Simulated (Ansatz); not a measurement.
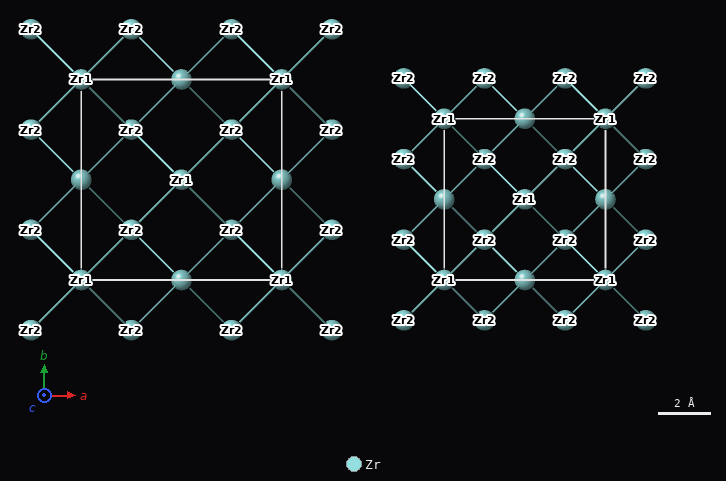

Two geometries of crystalline Zr (a generated structure, set up in Fd-3m), drawn at one scale. One is the start of a relaxation, the other its converged end. A ball-and-stick model of the conventional cell (4 times the calculation's cell), seen along the c axis. Lengths and directions refer to the drawn axes.

Computed with Ansatz, DFT PBE, scalar-relativistic, plane waves, PAW. Settings: plane-wave cutoff 420 eV; k-point mesh 10 × 10 × 10; occupations gaussian; smearing width 0.1 eV; no spin polarisation; cell and atoms relaxed; force threshold 0.01 eV/Å; at most 60 steps.

**Which one is relaxed?**

The right one is the relaxed one. Case: Sn → Zr on all its sites, cell and atoms relaxed. The energy falls by 1.790 eV per cell of the calculation in 5 accepted moves (6 points after the start). All forces vanish by symmetry, so only the cell relaxes. The pressure goes from −6.37 to −0.01 GPa. At 1 point the geometry stayed and the basis and grid were re-selected for the new cell (energy shift of 0.8 meV per cell of the calculation at most each time). The atoms keep their places relative to the cell (all moves are under 0.005 Å). The volume changes by −48.0 %, with a = b = c 7.804 → 6.276 Å (−19.6 %). Near-neighbour distances that change, for instance: Zr1–Zr2 3.379 → 2.718 Å. The space group stays Fd-3m (No. 227).
